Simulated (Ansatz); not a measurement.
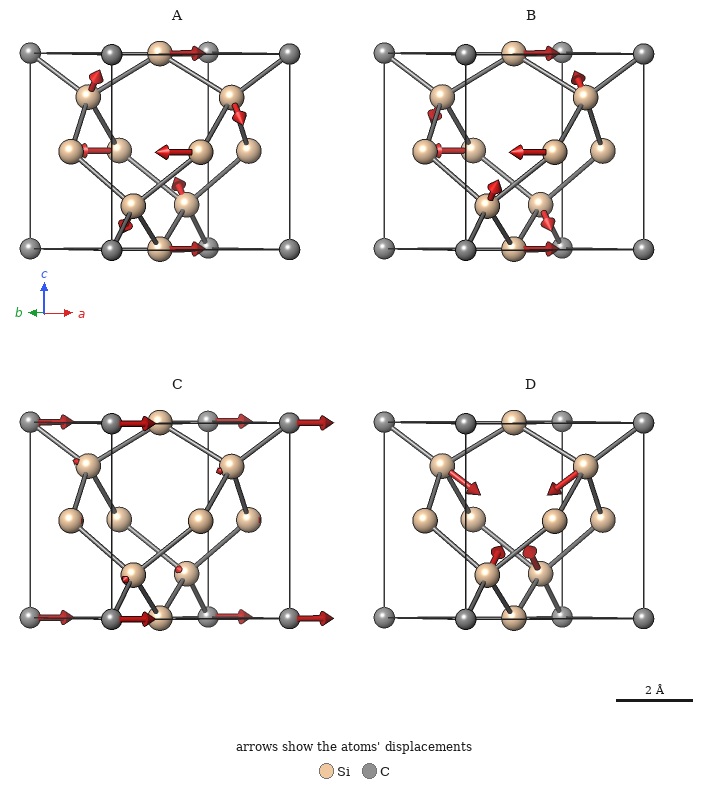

Four optical modes of a crystal of Si$_{7}$C (a generated structure) at the zone centre, in no order (one member of each degenerate set). The red arrows give the relative displacements of the atoms. Style: ball-and-stick. Shown: the cell of the calculation, from a free direction.

Level of theory: DFT PBEsol, scalar-relativistic, plane waves, PAW in Ansatz 0.2.0. (plane-wave cutoff 420 eV; k-point mesh 8 × 8 × 8; occupations fermi dirac; smearing width 0.15 eV; no spin polarisation)

The frequencies depend somewhat on the k-mesh and the smearing.

Q: Rank the modes by frequency, softest first.

A: A (153 cm⁻¹), D (420 cm⁻¹), B (480 cm⁻¹), C (590 cm⁻¹). A, T₁: The C atoms stay at rest; atoms of one kind move against one another, with no net shift of any sublattice; it mainly bends the Si–Si, C–Si bonds. D, A₁: The Si (3c) and C atoms stay at rest; atoms of one kind move against one another, with no net shift of their sublattice; it stretches the shortest C–Si bonds (2.00 Å). B, T₁: The C atoms stay at rest; atoms of one kind move against one another, with no net shift of any sublattice; of the bonds it mainly stretches Si–Si, some lengthening while others shorten. C, T₂: The kinetic energy is shared as C 78 %, Si 22 %. The crystal is metallic in this run.
